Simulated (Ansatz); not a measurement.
# Fe: what the fields show

Input

```
crystal:
  lattice:
    - [2.4341575853, 0.0, 0.0]
    - [-1.2170787927, 2.1080423057, 0.0]
    - [0.0, 0.0, 3.84193447]
  atoms:
    - { symbol: Fe, position: [0.6666666667, 0.3333333333, 0.75], spin: 3.0 }
    - { symbol: Fe, position: [0.3333333333, 0.6666666667, 0.25], spin: 3.0 }
hamiltonian:
  xc: r2scan
  pseudopotentials: { kind: paw }
magnetization:
  spin_polarized: true
kpoints:
  mp_grid: { grid: [12, 12, 7] }
  band_path:
    path:
      - [[0.0, 0.0, 0.0], [0.5, 0.0, 0.0], [0.3333333333, 0.3333333333, 0.0], [0.0, 0.0, 0.0], [0.0, 0.0, 0.5], [0.5, 0.0, 0.5], [0.3333333333, 0.3333333333, 0.5], [0.0, 0.0, 0.5]]
      - [[0.5, 0.0, 0.5], [0.5, 0.0, 0.0]]
      - [[0.3333333333, 0.3333333333, 0.0], [0.3333333333, 0.3333333333, 0.5]]
    npoints: 14
scf:
  occupations: { method: fermi_dirac, width: 0.05 }
  n_extra_bands: 6
output:
  forces: true
  stress: true
  eigenvalues: true
  fatbands: false
  write_density: true
  write_potential: true
  elf: true
  volumetric_format: npy
```

Launched as:

```sh
ansatz run input.yaml --threads 2 --pin off --max-ram 5632MiB --backend cpu --events-out ev --progress --plain --runs-dir out
```

Below, planes, directions and counts refer to the conventional cell (a = 2.43 Å, b = 2.43 Å, c = 3.84 Å, α = 90.00°, β = 90.00°, γ = 120.00°).

Space group P6₃/mmc; a structure from a database of computed crystals, not necessarily the ambient phase; computed pressure about 57 GPa in this cell; spin-polarised.

Theory: Kohn-Sham DFT of a periodic cell, r2SCAN, Ansatz PAW (Ansatz 0.2.0).

In a PAW calculation such maps are meaningful between the atoms, not at the nuclei.

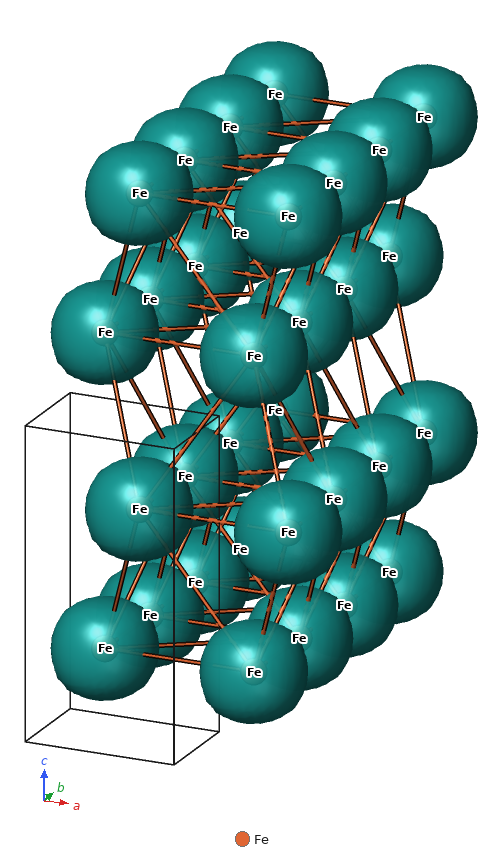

Figure 1. Isosurfaces of the magnetisation density (up minus down) at +0.6 (teal) and −0.6 e/Å³ (pink), seen slightly off an axis. Sticks mark near contacts.

> Where is the spin, and how is it ordered?

The spin density sits on Fe: +2.6 μB (×2) in one cell of 2 atoms: parallel moments (a ferromagnetic arrangement) in this solution. The cell of the calculation (2 atoms) carries 5.2 μB of net spin moment. Only one sign reaches the isovalue.

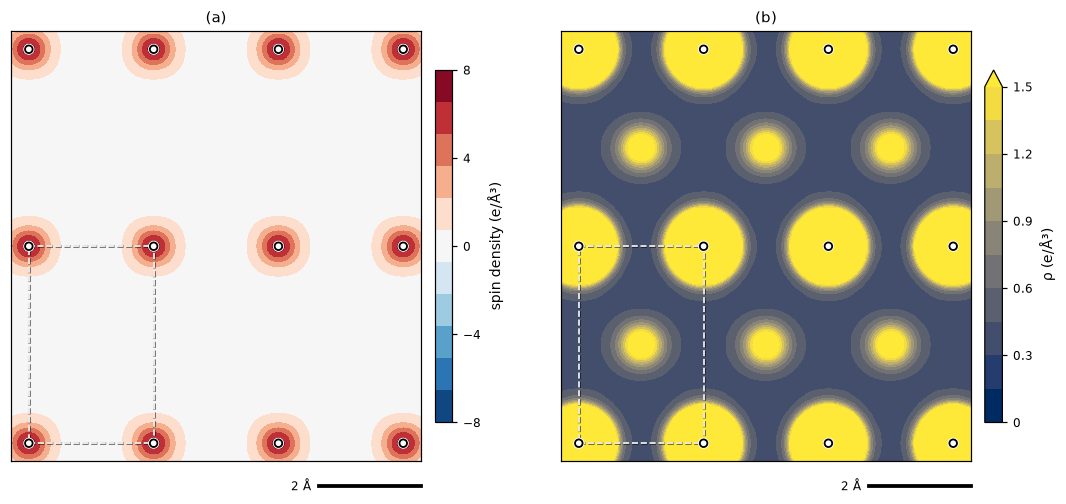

Figure 2. (a) spin density; (b) valence charge density (pseudo) on the (100) plane of the conventional cell. Circles mark the nuclei in the plane (Fe).

> Read the bonding off the picture.

The plane passes through Fe nuclei.
Atoms just off the plane (Fe, 0.7 Å away) can leave unmarked features too.
Fe–Fe (2.43 Å): ρ at the midpoint is about 0.38 e/Å³.
Between the atoms the lowest density in this plane is 0.33 e/Å³.

> Metal or insulator at this level of theory?

It is metallic or semimetallic at this level of theory: no gap opens.
